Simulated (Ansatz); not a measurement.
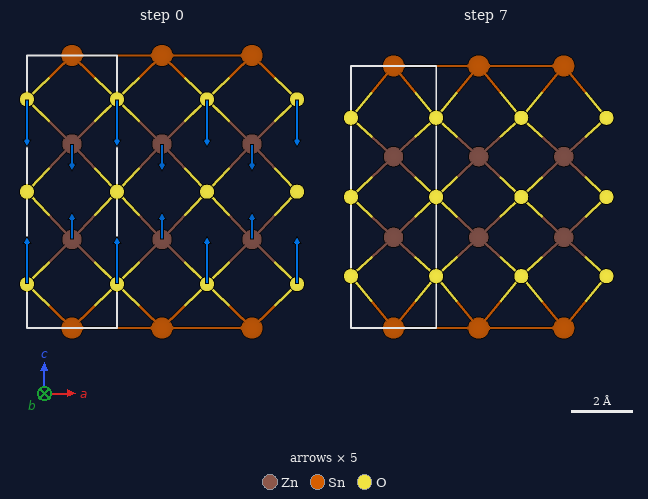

The structure of solid Zn$_{2}$SnO$_{3}$ (a generated structure, set up in P4/mmm) (coarse preliminary run) before (left) and after (right) a relaxation, at one scale. The blue arrows give the displacements (the part carried along by the change of the cell is left out), 5 times their true length.

A ball-and-stick model of the cell of the calculation, repeated 3 × 1 × 1 with one cell outlined, seen along the b axis.

Theory: DFT PBE, scalar-relativistic, plane waves, PAW (Ansatz). Settings: plane-wave cutoff 420 eV; k-point mesh 6 × 6 × 2; occupations gaussian; smearing width 0.1 eV; no spin polarisation; cell and atoms relaxed; force threshold 0.04 eV/Å; at most 70 steps.

**What changed between the two?**

After 5 accepted moves (7 points after the start) the energy has fallen by 198 meV per atom. The largest force component goes from 1.3 to 0.014 eV/Å. Pressure: −9.60 GPa at the start and 0.03 GPa at the end. The SCF was repeated twice at an unchanged geometry on a basis and grid sized afresh for the cell, which shifted the energy by 3.3 meV per atom at most. The largest moves relative to the cell, 0.32 Å, are those of O atoms. Largest moves by element: O 0.32 Å, Zn 0.18 Å. Sn stays in place. Cell: a = b 2.988 → 2.826 Å (−5.4 %), c 9.046 → 8.698 Å (−3.8 %). Volume −14.0 %. Near-neighbour distances that change, for instance: O–Zn 2.641 → 2.406 Å, O–Zn 2.581 → 2.378 Å, Sn–Sn 2.988 → 2.826 Å, O–Sn 2.566 → 2.637 Å. The space group stays P4/mmm (No. 123).
